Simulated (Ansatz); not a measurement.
C: several calculations on one system

### Relaxation

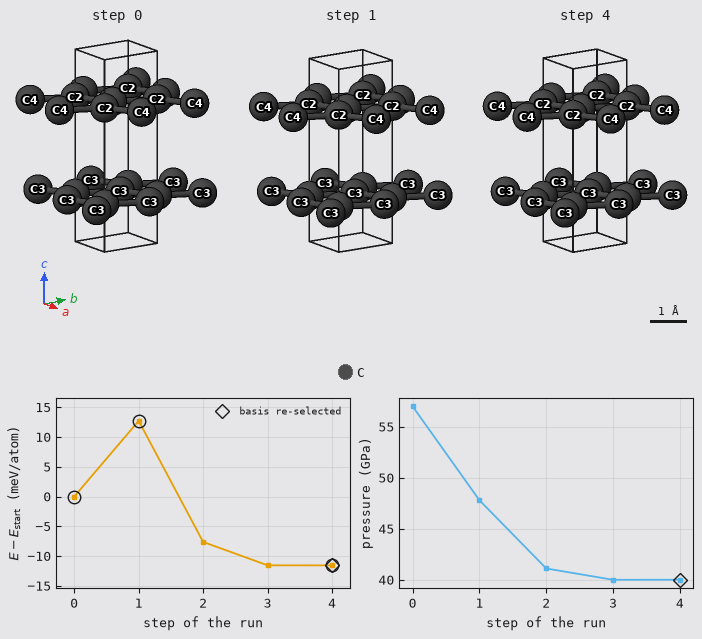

Frames of a relaxation of solid C (set up in P6_3/mmc), marked on the history of the run. The picture is a ball-and-stick view of the cell of the calculation, seen slightly off an axis.

Case: relaxed at 40 GPa.

These are results of DFT r2SCAN, scalar-relativistic, plane waves, PAW in Ansatz 0.2.0, not measurements. Settings: plane-wave cutoff 500 eV; k-point mesh 24 × 24 × 8; occupations gaussian; smearing width 0.1 eV; target pressure 40 GPa; no spin polarisation; cell and atoms relaxed; force threshold 0.008 eV/Å; at most 50 steps.

**Describe the path.**

The atoms keep their places relative to the cell (all moves are under 0.005 Å). The volume changes by −1.4 %, with a = b 2.359 → 2.398 Å (+1.7 %), c 5.497 → 5.242 Å (−4.6 %). Near-neighbour distances that change, for instance: C–C 1.362 → 1.385 Å. The space group stays P6_3/mmc (No. 194). Over 3 accepted moves (4 points after the start) the energy falls by 11.6 meV per atom. With the target pressure of 40 GPa, the enthalpy E + pV changes by −35.3 meV per atom. All forces vanish by symmetry, so only the cell relaxes. The pressure goes from 57.00 to 40.01 GPa. The SCF was repeated once at an unchanged geometry on a basis and grid sized afresh for the cell, which shifted the energy by less than 0.05 meV per atom at most. From step 0 to 1: volume −2.8 %, energy +12.7 meV per atom. From step 1 to 4: volume +1.4 %, energy −24.3 meV per atom.

| step | E − E(0), meV/atom | pressure, GPa | volume, Å³/atom | note |
| --- | --- | --- | --- | --- |
| 0 | 0.00 | 57.00 | 6.624 |  |
| 1 | 12.72 | 47.80 | 6.442 |  |
| 2 | -7.62 | 41.12 | 6.514 |  |
| 3 | -11.55 | 40.01 | 6.529 |  |
| 4 | -11.55 | 40.01 | 6.529 | same geometry, new basis |

### Relaxation

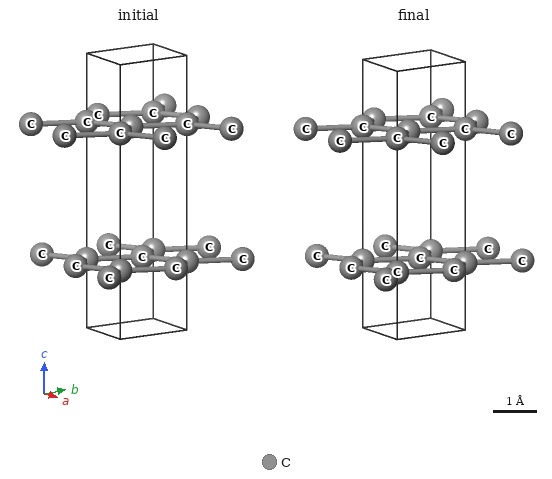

The structure of crystalline C (set up in P6_3/mmc) before (left) and after (right) a relaxation, at one scale.

Style: ball-and-stick. Shown: the cell of the calculation, slightly off an axis.

Case: relaxed at 5 GPa.

The calculation used DFT r2SCAN, scalar-relativistic, plane waves, PAW in Ansatz. (plane-wave cutoff 500 eV; k-point mesh 18 × 18 × 6; occupations gaussian; smearing width 0.1 eV; target pressure 5 GPa; no spin polarisation; cell and atoms relaxed; force threshold 0.008 eV/Å; at most 50 steps)

Describe what moved and what it gained.

Answer. The atoms keep their places relative to the cell (all moves are under 0.005 Å). The volume changes by +2.5 %, with a = b 2.389 → 2.446 Å (+2.4 %), c 6.468 → 6.321 Å (−2.3 %). Near-neighbour distances that change, for instance: C–C 1.379 → 1.412 Å. The space group stays P6_3/mmc (No. 194). Over 4 accepted moves (5 points after the start) the energy falls by 49.3 meV per atom. With the target pressure of 5 GPa, the enthalpy E + pV changes by −43.2 meV per atom. All forces vanish by symmetry, so only the cell relaxes. The pressure goes from 28.57 to 4.98 GPa. At 1 point the geometry stayed and the basis and grid were re-selected for the new cell (energy shift of 0.1 meV per atom at most each time). The run took 47 s on 1 thread of Arm Neoverse V1, with other jobs on the host, peak memory 0.41 GiB.

### Series

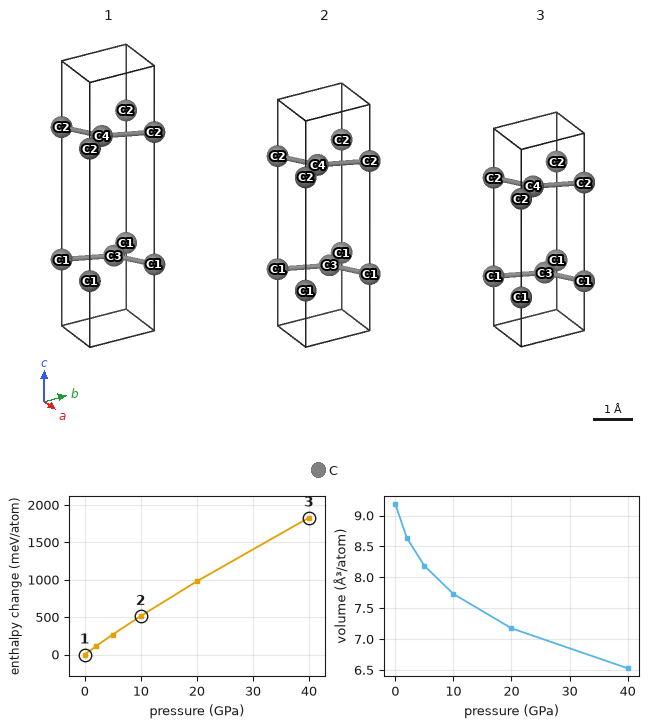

Members of a series of calculations on solid C (set up in P6_3/mmc), marked on the first curve. Style: ball-and-stick. Shown: the cell of the calculation, slightly off an axis.

All numbers below come from DFT r2SCAN, scalar-relativistic, plane waves, PAW (Ansatz). Settings: plane-wave cutoff 500 eV; occupations gaussian; smearing width 0.1 eV; no spin polarisation. The k-mesh is chosen for each cell (18×18×6, 24×24×8).

> How does the crystal respond to pressure?

The structure is relaxed at several pressures. 1 (pressure 0.0 GPa): enthalpy change 0.0 meV/atom, volume 9.19 Å³ per atom. 2 (pressure 10.0 GPa): enthalpy change 516 meV/atom, volume 7.73 Å³ per atom. 3 (pressure 40.0 GPa): enthalpy change 1831 meV/atom, volume 6.53 Å³ per atom. The rest compares 1 with 3. The drawn cell changes as follows: a = b 2.456 → 2.398 Å (−2.3 %), c 7.036 → 5.242 Å (−25.5 %); the volume changes by −28.9 %. Some distances before and after: C–C 1.418 → 1.385 Å.
